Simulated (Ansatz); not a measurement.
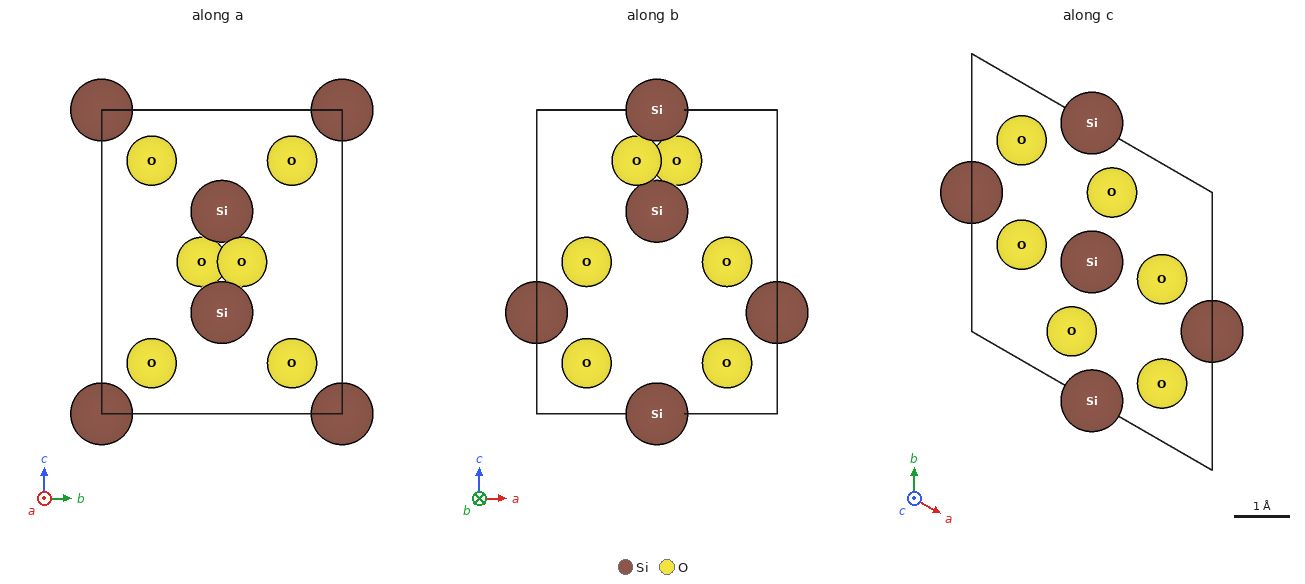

The image is a spheres-only drawing of a crystal, viewed along the a axis, along the b axis and along the c axis. The frame is the conventional unit cell; atoms at its boundary are shown with their periodic copies.

Lattice parameters: a = 5.106 Å, b = 5.106 Å, c = 5.585 Å, α = 90.00°, β = 90.00°, γ = 120.00°.

**From the views, write a table of Wyckoff sites.**

Space group P6_422 (No. 181).
```tsv
atom	site	x	y	z
Si	3c	0.0000	0.5000	0.3333
O	6j	0.7919	0.5839	0.5000
```

The initial geometry was a structure type filled with these elements by a generator (whether the compound takes this form wasn't checked). What is shown is the relaxed result from DFT PBE, scalar-relativistic, plane waves, PAW (Ansatz).
